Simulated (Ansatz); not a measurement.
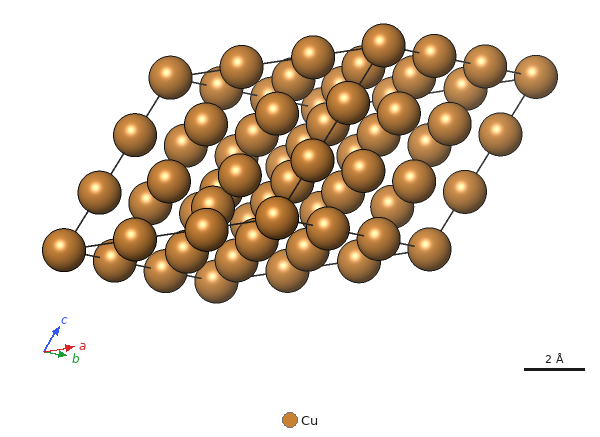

The starting structure (spheres-only view of the cell of the calculation, seen at an oblique angle).

## Run report: Cu, geometry relaxation (part 1 of 3)

System: Cu (defect cell, 28 atoms in the cell).
Method: DFT LDA, scalar-relativistic, plane waves, PAW, no spin polarisation (Ansatz 0.2.0).

The structure derives from a Materials Project entry. It belongs to a series of runs on one base structure; here: Cu interstitial, charge +0, atoms relaxed at the host's cell.

**What the program printed**
```
Engine: ansatz 0.2.0, x86_64-unknown-linux-gnu
Pseudopotentials: kind: paw
Pseudopotential: Cu, paw, valence charge 19, recommended cutoff 420 eV (normal), Cu.paw.azcp
Functional definition: SPW92
  exchange = slater_x
  correlation = pw_c
Crystal: 28 atoms, lattice volume = 293.953 Å³
Basis set: ecut = 420 eV, 5769 PW (Γ), exchange–correlation on 100×100×100 points (8 copies of the dense FFT grid, shifted against one another)
Bands: 320, of which v1, the nominal top of the filled ones, is band 266 counted from 1 (265 counted from 0)
Symmetry: 1 space group operations
Space group: P1 (ITA 1), of the structure as read, at distance tolerance 6.6e-5 Å
k-points: 36 of 64 (time reversal used)
Non-local potential: Cu, projectors of the file, l = 0: 3, l = 1: 2, l = 2: 3, l = 3: 1
PAW form: soft (Blöchl's): semilocal exchange-correlation on the pseudo side does not see the compensation charge
PAW frozen core: Cu, regenerated for the run's functional, and the local potential with it (the file was generated under x = pbe(κ = 0.804, μ = 0.2195149727645171), c = pbe(β = 0.06672455060314922))
PAW one-centre angular grid: Cu, 590 points (default); XC on 64 Gauss nodes
Initial density: superposition of atomic densities (neutral atoms: chi_scale 0, normalization atom), corrected by the library's trained network
Initial wavefunctions: pseudopotential atomic-orbital guess
Functional: x = slater, c = lda
SCF iter   1: F=—  HF=-183538.778932 eV  |F-HF|=—  |Δ(HF+E_count)|=         —  Δρ=3.00e-2  dr2=1.57e0  ethr=1.77e-3  ⟨swp⟩=5.0  Hψ=40278  notcnv=0  defer=1002
preconditioner: auto → Kerker (q_TF=auto, 3.012 Å⁻¹)  [metal: Δε(μ)=0.025 eV  Ē_g=11.243 eV  σ=0.100 eV  W_gap=0.14  n_scr=136 (ndim 8)  ℏωp=38.0 eV  f_vac=0.000  D(μ)=4.37/eV (n_scr^D=14)]
SCF iter   2: F=—  HF=-183538.509976 eV  |F-HF|=—  |Δ(HF+E_count)|=   2.69e-1  Δρ=4.34e-3  dr2=5.75e-2  ethr=2.94e-4  ⟨swp⟩=2.0  Hψ=23135  notcnv=0  defer=1633
SCF iter   3: F=—  HF=-183538.475762 eV  |F-HF|=—  |Δ(HF+E_count)|=   3.42e-2  Δρ=5.00e-3  dr2=8.44e-2  ethr=1.08e-5  ⟨swp⟩=3.0  Hψ=19886  notcnv=0  defer=1633
SCF iter   4: F=—  HF=-183538.460923 eV  |F-HF|=—  |Δ(HF+E_count)|=   1.48e-2  Δρ=2.66e-3  dr2=1.81e-2  ethr=1.08e-5  ⟨swp⟩=2.0  Hψ=15433  notcnv=0  defer=1633
SCF iter   5: F=—  HF=-183538.456660 eV  |F-HF|=—  |Δ(HF+E_count)|=   4.26e-3  Δρ=6.58e-4  dr2=3.33e-3  ethr=3.41e-6  ⟨swp⟩=2.0  Hψ=22064  notcnv=0  defer=1633
SCF iter   6: F=—  HF=-183538.457093 eV  |F-HF|=—  |Δ(HF+E_count)|=   4.33e-4  Δρ=3.22e-4  dr2=7.05e-4  ethr=6.25e-7  ⟨swp⟩=2.0  Hψ=19458  notcnv=0  defer=1633
SCF iter   7: F=—  HF=-183538.456991 eV  |F-HF|=—  |Δ(HF+E_count)|=   1.02e-4  Δρ=2.35e-4  dr2=1.44e-4  ethr=1.32e-7  ⟨swp⟩=2.0  Hψ=19773  notcnv=0  defer=1633
SCF iter   8: F=—  HF=-183538.456974 eV  |F-HF|=—  |Δ(HF+E_count)|=   1.79e-5  Δρ=6.29e-5  dr2=2.92e-5  ethr=2.71e-8  ⟨swp⟩=2.0  Hψ=19453  notcnv=0  defer=1633
SCF iter   9: F=-183538.456968 eV  HF=-183538.456970 eV  |F-HF|=1.30e-6  |Δ(HF+E_count)|=   3.97e-6  Δρ=1.97e-5  dr2=1.53e-6  ethr=2.94e-9  ⟨swp⟩=16.7  Hψ=129064  notcnv=0
SCF 1 converged in 9 iterations: F = -183538.456968 eV  dr2 = 1.53e-6
  greatest PAW one-centre occupation: 1.005 electrons in one spin orbital (limit 2), on the Cu atom at site 27 (counted from 0), in its partial waves of l = 1
relax step   1: F+E_penalty+E_count = -183538.45696824 eV  Δ(F+E_penalty+E_count) = +0.000e0 eV  max|allowed force component| = 3.427e1 eV/Å  Δτ_max = 0.0000 Å  (9 SCF iters, dr2 threshold 1.56e-5 eV, accepted)
Initial density: handed on by an earlier stage of this run
Initial wavefunctions: those handed on with the density
iter 1 solved again at ethr=5.73e-4 eV; its pass at ethr=3.10e-3 eV (dr2=3.05e0 eV) is discarded
SCF iter   1: F=—  HF=-183551.244737 eV  |F-HF|=—  |Δ(HF+E_count)|=         —  Δρ=4.10e-2  dr2=3.06e0  ethr=5.73e-4  ⟨swp⟩=1.0  Hψ=44083  notcnv=0  defer=1014
preconditioner: auto → Kerker (q_TF=auto, 3.012 Å⁻¹)  [metal: Δε(μ)=0.021 eV  Ē_g=11.173 eV  σ=0.100 eV  W_gap=0.12  n_scr=136 (ndim 8)  ℏωp=38.0 eV  f_vac=0.000  D(μ)=7.28/eV (n_scr^D=58)]
SCF iter   2: F=—  HF=-183550.817511 eV  |F-HF|=—  |Δ(HF+E_count)|=   4.27e-1  Δρ=1.20e-2  dr2=2.91e-1  ethr=5.73e-4  ⟨swp⟩=2.1  Hψ=19736  notcnv=0  defer=1014
SCF iter   3: F=—  HF=-183550.776103 eV  |F-HF|=—  |Δ(HF+E_count)|=   4.14e-2  Δρ=8.48e-3  dr2=2.14e-1  ethr=5.47e-5  ⟨swp⟩=2.0  Hψ=21508  notcnv=0  defer=1653
SCF iter   4: F=—  HF=-183550.738031 eV  |F-HF|=—  |Δ(HF+E_count)|=   3.81e-2  Δρ=1.88e-3  dr2=2.96e-2  ethr=4.02e-5  ⟨swp⟩=2.0  Hψ=18640  notcnv=0  defer=1653
SCF iter   5: F=—  HF=-183550.738370 eV  |F-HF|=—  |Δ(HF+E_count)|=   3.39e-4  Δρ=8.53e-4  dr2=4.08e-3  ethr=5.57e-6  ⟨swp⟩=2.0  Hψ=19446  notcnv=0  defer=1653
SCF iter   6: F=—  HF=-183550.737757 eV  |F-HF|=—  |Δ(HF+E_count)|=   6.13e-4  Δρ=5.79e-4  dr2=8.96e-4  ethr=7.67e-7  ⟨swp⟩=2.0  Hψ=20199  notcnv=0  defer=1653
SCF iter   7: F=—  HF=-183550.737568 eV  |F-HF|=—  |Δ(HF+E_count)|=   1.89e-4  Δρ=1.16e-4  dr2=1.02e-4  ethr=1.68e-7  ⟨swp⟩=2.0  Hψ=19414  notcnv=0  defer=1653
SCF iter   8: F=-183550.737559 eV  HF=-183550.737566 eV  |F-HF|=7.95e-6  |Δ(HF+E_count)|=   1.27e-6  Δρ=5.43e-5  dr2=8.68e-6  ethr=1.88e-8  ⟨swp⟩=13.5  Hψ=105835  notcnv=0
SCF 2 converged in 8 iterations: F = -183550.737559 eV  dr2 = 8.68e-6
  greatest PAW one-centre occupation: 1.000 electrons in one spin orbital (limit 2), on the Cu atom at site 27 (counted from 0), in its partial waves of l = 1
relax step   2: F+E_penalty+E_count = -183550.73755851 eV  Δ(F+E_penalty+E_count) = -1.228e1 eV  max|allowed force component| = 1.309e1 eV/Å  Δτ_max = 0.1935 Å  (8 SCF iters, dr2 threshold 1.00e-4 eV, accepted)
iter 1 solved again at ethr=2.76e-4 eV; its pass at ethr=3.10e-3 eV (dr2=1.47e0 eV) is discarded
SCF iter   1: F=—  HF=-183555.085380 eV  |F-HF|=—  |Δ(HF+E_count)|=         —  Δρ=2.90e-2  dr2=1.47e0  ethr=2.76e-4  ⟨swp⟩=1.0  Hψ=42153  notcnv=0  defer=1626
preconditioner: auto → Kerker (q_TF=auto, 3.012 Å⁻¹)  [metal: Δε(μ)=0.001 eV  Ē_g=11.172 eV  σ=0.100 eV  W_gap=0.01  n_scr=136 (ndim 8)  ℏωp=38.0 eV  f_vac=0.000  D(μ)=6.73/eV (n_scr^D=50)]
SCF iter   2: F=—  HF=-183554.804901 eV  |F-HF|=—  |Δ(HF+E_count)|=   2.80e-1  Δρ=1.15e-2  dr2=2.36e-1  ethr=2.76e-4  ⟨swp⟩=2.0  Hψ=15423  notcnv=0  defer=1626
SCF iter   3: F=—  HF=-183554.726433 eV  |F-HF|=—  |Δ(HF+E_count)|=   7.85e-2  Δρ=6.54e-3  dr2=1.29e-1  ethr=4.43e-5  ⟨swp⟩=2.0  Hψ=21103  notcnv=0  defer=1647
SCF iter   4: F=—  HF=-183554.704548 eV  |F-HF|=—  |Δ(HF+E_count)|=   2.19e-2  Δρ=1.21e-3  dr2=1.34e-2  ethr=2.42e-5  ⟨swp⟩=2.0  Hψ=18322  notcnv=0  defer=1647
SCF iter   5: F=—  HF=-183554.703672 eV  |F-HF|=—  |Δ(HF+E_count)|=   8.76e-4  Δρ=5.03e-4  dr2=1.03e-3  ethr=2.52e-6  ⟨swp⟩=2.0  Hψ=20433  notcnv=0  defer=1653
SCF iter   6: F=—  HF=-183554.703545 eV  |F-HF|=—  |Δ(HF+E_count)|=   1.26e-4  Δρ=4.89e-4  dr2=4.60e-4  ethr=1.94e-7  ⟨swp⟩=2.0  Hψ=19380  notcnv=0  defer=1653
SCF iter   7: F=—  HF=-183554.703443 eV  |F-HF|=—  |Δ(HF+E_count)|=   1.02e-4  Δρ=1.20e-4  dr2=9.13e-5  ethr=8.65e-8  ⟨swp⟩=2.0  Hψ=19377  notcnv=0  defer=1653
SCF iter   8: F=-183554.703425 eV  HF=-183554.703431 eV  |F-HF|=6.30e-6  |Δ(HF+E_count)|=   1.20e-5  Δρ=3.88e-5  dr2=5.97e-6  ethr=1.72e-8  ⟨swp⟩=14.9  Hψ=113756  notcnv=0
SCF 3 converged in 8 iterations: F = -183554.703425 eV  dr2 = 5.97e-6
  greatest PAW one-centre occupation: 1.000 electrons in one spin orbital (limit 2), on the Cu atom at site 27 (counted from 0), in its partial waves of l = 0
relax step   3: F+E_penalty+E_count = -183554.70342484 eV  Δ(F+E_penalty+E_count) = -3.966e0 eV  max|allowed force component| = 2.958e0 eV/Å  Δτ_max = 0.2000 Å  (8 SCF iters, dr2 threshold 1.00e-4 eV, accepted)
SCF iter   1: F=—  HF=-183555.095264 eV  |F-HF|=—  |Δ(HF+E_count)|=         —  Δρ=1.05e-2  dr2=1.74e-1  ethr=5.68e-4  ⟨swp⟩=4.0  Hψ=23167  notcnv=0  defer=1637
preconditioner: auto → Kerker (q_TF=auto, 3.012 Å⁻¹)  [metal: Δε(μ)=0.003 eV  Ē_g=11.194 eV  σ=0.100 eV  W_gap=0.02  n_scr=136 (ndim 8)  ℏωp=38.0 eV  f_vac=0.000  D(μ)=6.95/eV (n_scr^D=58)]
SCF iter   2: F=—  HF=-183555.047791 eV  |F-HF|=—  |Δ(HF+E_count)|=   4.75e-2  Δρ=5.46e-3  dr2=4.71e-2  ethr=3.27e-5  ⟨swp⟩=1.9  Hψ=15501  notcnv=0  defer=1650
SCF iter   3: F=—  HF=-183555.028783 eV  |F-HF|=—  |Δ(HF+E_count)|=   1.90e-2  Δρ=2.71e-3  dr2=2.06e-2  ethr=8.86e-6  ⟨swp⟩=2.0  Hψ=19292  notcnv=0  defer=1650
SCF iter   4: F=—  HF=-183555.025332 eV  |F-HF|=—  |Δ(HF+E_count)|=   3.45e-3  Δρ=4.75e-4  dr2=1.46e-3  ethr=3.88e-6  ⟨swp⟩=2.0  Hψ=19444  notcnv=0  defer=1650
SCF iter   5: F=—  HF=-183555.025233 eV  |F-HF|=—  |Δ(HF+E_count)|=   9.84e-5  Δρ=1.72e-4  dr2=1.88e-4  ethr=2.74e-7  ⟨swp⟩=2.0  Hψ=19449  notcnv=0  defer=1650
SCF iter   6: F=—  HF=-183555.025201 eV  |F-HF|=—  |Δ(HF+E_count)|=   3.23e-5  Δρ=1.78e-4  dr2=6.73e-5  ethr=1.88e-8  ⟨swp⟩=13.0  Hψ=102223  notcnv=0
SCF iter   7: F=-183555.025181 eV  HF=-183555.025193 eV  |F-HF|=1.23e-5  |Δ(HF+E_count)|=   7.86e-6  Δρ=4.28e-5  dr2=1.26e-5  ethr=1.27e-8  ⟨swp⟩=11.5  Hψ=109453  notcnv=0
SCF 4 converged in 7 iterations: F = -183555.025181 eV  dr2 = 1.26e-5
relax step   4: F+E_penalty+E_count = -183555.02518072 eV  Δ(F+E_penalty+E_count) = -3.218e-1 eV  max|allowed force component| = 2.814e-2 eV/Å  Δτ_max = 0.1090 Å  (7 SCF iters, dr2 threshold 1.00e-4 eV, accepted)
iter 1 solved again at ethr=2.36e-9 eV; its pass at ethr=3.10e-3 eV (dr2=1.26e-5 eV) is discarded
SCF iter   1: F=—  HF=-183555.025193 eV  |F-HF|=—  |Δ(HF+E_count)|=         —  Δρ=4.28e-5  dr2=1.26e-5  ethr=2.36e-9  ⟨swp⟩=1.0  Hψ=26784  notcnv=0
preconditioner: auto → Kerker (q_TF=auto, 3.012 Å⁻¹)  [metal: Δε(μ)=0.051 eV  Ē_g=11.207 eV  σ=0.100 eV  W_gap=0.27  n_scr=136 (ndim 8)  ℏωp=38.0 eV  f_vac=0.000  D(μ)=6.89/eV (n_scr^D=50)]
SCF iter   2: F=—  HF=-183555.025192 eV  |F-HF|=—  |Δ(HF+E_count)|=   1.28e-6  Δρ=2.56e-5  dr2=6.96e-6  ethr=2.36e-9  ⟨swp⟩=2.0  Hψ=14532  notcnv=0
SCF iter   3: F=—  HF=-183555.025191 eV  |F-HF|=—  |Δ(HF+E_count)|=   8.22e-7  Δρ=1.99e-5  dr2=2.78e-6  ethr=1.31e-9  ⟨swp⟩=2.0  Hψ=15137  notcnv=0
SCF iter   4: F=—  HF=-183555.025190 eV  |F-HF|=—  |Δ(HF+E_count)|=   4.92e-7  Δρ=6.84e-6  dr2=1.83e-7  ethr=5.22e-10  ⟨swp⟩=2.0  Hψ=15345  notcnv=0
iter 5 did not close the SCF: its close was put off for the readings that it lacked (scf_convergence_deferred on its scf_iter line)
SCF iter   5: F=-183555.025190 eV  HF=-183555.025190 eV  |F-HF|=4.70e-8  |Δ(HF+E_count)|=   7.04e-9  Δρ=3.81e-6  dr2=4.26e-8  ethr=3.44e-11  ⟨swp⟩=2.0  Hψ=19449  notcnv=0
SCF iter   6: F=-183555.025190 eV  HF=-183555.025190 eV  |F-HF|=1.75e-8  |Δ(HF+E_count)|=   4.86e-9  Δρ=2.28e-6  dr2=9.77e-9  ethr=8.01e-12  ⟨swp⟩=6.1  Hψ=74132  notcnv=0
SCF 5 converged in 6 iterations: F = -183555.025190 eV  dr2 = 9.77e-9
relax step   5: F+E_penalty+E_count = -183555.02519040 eV  Δ(F+E_penalty+E_count) = -9.685e-6 eV  max|allowed force component| = 2.817e-2 eV/Å  Δτ_max = 0.0000 Å  (6 SCF iters, accepted)
SCF iter   1: F=—  HF=-183555.060612 eV  |F-HF|=—  |Δ(HF+E_count)|=         —  Δρ=6.36e-3  dr2=6.07e-2  ethr=1.36e-4  ⟨swp⟩=4.0  Hψ=23145  notcnv=0  defer=1649
preconditioner: auto → Kerker (q_TF=auto, 3.012 Å⁻¹)  [metal: Δε(μ)=0.051 eV  Ē_g=11.206 eV  σ=0.100 eV  W_gap=0.27  n_scr=136 (ndim 8)  ℏωp=38.0 eV  f_vac=0.000  D(μ)=7.00/eV (n_scr^D=58)]
SCF iter   2: F=—  HF=-183555.039359 eV  |F-HF|=—  |Δ(HF+E_count)|=   2.13e-2  Δρ=3.68e-3  dr2=2.19e-2  ethr=1.14e-5  ⟨swp⟩=2.0  Hψ=13695  notcnv=0  defer=1649
SCF iter   3: F=—  HF=-183555.028490 eV  |F-HF|=—  |Δ(HF+E_count)|=   1.09e-2  Δρ=1.05e-3  dr2=2.34e-3  ethr=4.11e-6  ⟨swp⟩=2.0  Hψ=19452  notcnv=0  defer=1649
SCF iter   4: F=—  HF=-183555.027978 eV  |F-HF|=—  |Δ(HF+E_count)|=   5.12e-4  Δρ=2.87e-4  dr2=1.14e-4  ethr=4.39e-7  ⟨swp⟩=2.0  Hψ=19449  notcnv=0  defer=1649
SCF iter   5: F=—  HF=-183555.027970 eV  |F-HF|=—  |Δ(HF+E_count)|=   7.53e-6  Δρ=6.96e-5  dr2=1.24e-5  ethr=2.15e-8  ⟨swp⟩=2.0  Hψ=19448  notcnv=0  defer=1649
SCF iter   6: F=—  HF=-183555.027823 eV  |F-HF|=—  |Δ(HF+E_count)|=   1.47e-4  Δρ=4.11e-5  dr2=5.64e-6  ethr=2.33e-9  ⟨swp⟩=2.0  Hψ=19449  notcnv=0  defer=1649
SCF iter   7: F=—  HF=-183555.027823 eV  |F-HF|=—  |Δ(HF+E_count)|=   8.84e-7  Δρ=1.61e-5  dr2=1.26e-6  ethr=1.06e-9  ⟨swp⟩=2.0  Hψ=19449  notcnv=0  defer=1649
SCF iter   8: F=—  HF=-183555.027822 eV  |F-HF|=—  |Δ(HF+E_count)|=   2.21e-7  Δρ=6.43e-6  dr2=2.23e-7  ethr=2.37e-10  ⟨swp⟩=2.0  Hψ=18632  notcnv=0  defer=1649
SCF iter   9: F=-183555.027822 eV  HF=-183555.027822 eV  |F-HF|=4.39e-8  |Δ(HF+E_count)|=   9.98e-9  Δρ=3.92e-6  dr2=3.86e-8  ethr=1.88e-11  ⟨swp⟩=12.8  Hψ=81308  notcnv=0
SCF 6 converged in 9 iterations: F = -183555.027822 eV  dr2 = 3.86e-8
relax step   6: F+E_penalty+E_count = -183555.02782226 eV  Δ(F+E_penalty+E_count) = -2.632e-3 eV  max|allowed force component| = 7.588e-3 eV/Å  Δτ_max = 0.0704 Å  (9 SCF iters, accepted)
SCF iter   1: F=—  HF=-183555.039970 eV  |F-HF|=—  |Δ(HF+E_count)|=         —  Δρ=3.77e-3  dr2=2.12e-2  ethr=4.09e-5  ⟨swp⟩=3.2  Hψ=22916  notcnv=0  defer=1653
preconditioner: auto → Kerker (q_TF=auto, 3.012 Å⁻¹)  [metal: Δε(μ)=0.050 eV  Ē_g=11.213 eV  σ=0.100 eV  W_gap=0.27  n_scr=136 (ndim 8)  ℏωp=38.0 eV  f_vac=0.000  D(μ)=7.01/eV (n_scr^D=58)]
SCF iter   2: F=—  HF=-183555.032414 eV  |F-HF|=—  |Δ(HF+E_count)|=   7.56e-3  Δρ=2.20e-3  dr2=7.82e-3  ethr=3.98e-6  ⟨swp⟩=1.3  Hψ=13275  notcnv=0  defer=1653
SCF iter   3: F=—  HF=-183555.028448 eV  |F-HF|=—  |Δ(HF+E_count)|=   3.97e-3  Δρ=5.17e-4  dr2=5.84e-4  ethr=1.47e-6  ⟨swp⟩=2.0  Hψ=19449  notcnv=0  defer=1653
SCF iter   4: F=—  HF=-183555.028335 eV  |F-HF|=—  |Δ(HF+E_count)|=   1.13e-4  Δρ=1.62e-4  dr2=3.37e-5  ethr=1.10e-7  ⟨swp⟩=2.0  Hψ=19450  notcnv=0  defer=1653
SCF iter   5: F=—  HF=-183555.028197 eV  |F-HF|=—  |Δ(HF+E_count)|=   1.38e-4  Δρ=3.62e-5  dr2=3.64e-6  ethr=6.33e-9  ⟨swp⟩=2.0  Hψ=19449  notcnv=0  defer=1653
SCF iter   6: F=—  HF=-183555.028197 eV  |F-HF|=—  |Δ(HF+E_count)|=   4.40e-7  Δρ=2.23e-5  dr2=1.71e-6  ethr=6.85e-10  ⟨swp⟩=2.0  Hψ=19449  notcnv=0  defer=1653
SCF iter   7: F=—  HF=-183555.028197 eV  |F-HF|=—  |Δ(HF+E_count)|=   2.82e-7  Δρ=8.04e-6  dr2=3.54e-7  ethr=3.21e-10  ⟨swp⟩=2.0  Hψ=19449  notcnv=0  defer=1653
SCF iter   8: F=-183555.028196 eV  HF=-183555.028196 eV  |F-HF|=7.77e-8  |Δ(HF+E_count)|=   6.18e-8  Δρ=3.86e-6  dr2=6.83e-8  ethr=1.88e-11  ⟨swp⟩=13.8  Hψ=83610  notcnv=0
SCF 7 converged in 8 iterations: F = -183555.028196 eV  dr2 = 6.83e-8
relax step   7: F+E_penalty+E_count = -183555.02819640 eV  Δ(F+E_penalty+E_count) = -3.741e-4 eV  max|allowed force component| = 1.857e-2 eV/Å  Δτ_max = 0.0421 Å  (8 SCF iters, accepted)
```

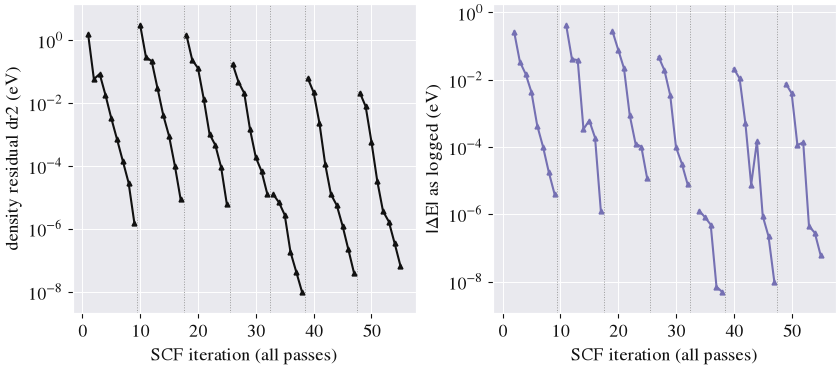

Convergence of the self-consistent field: density residual dr2 and size of the energy change against the SCF iteration. The dotted lines part the SCF passes of the relaxation: geometry steps, rejected trials and re-solves on a re-selected basis. The 7 passes take 6 to 9 iterations each, 55 in all.
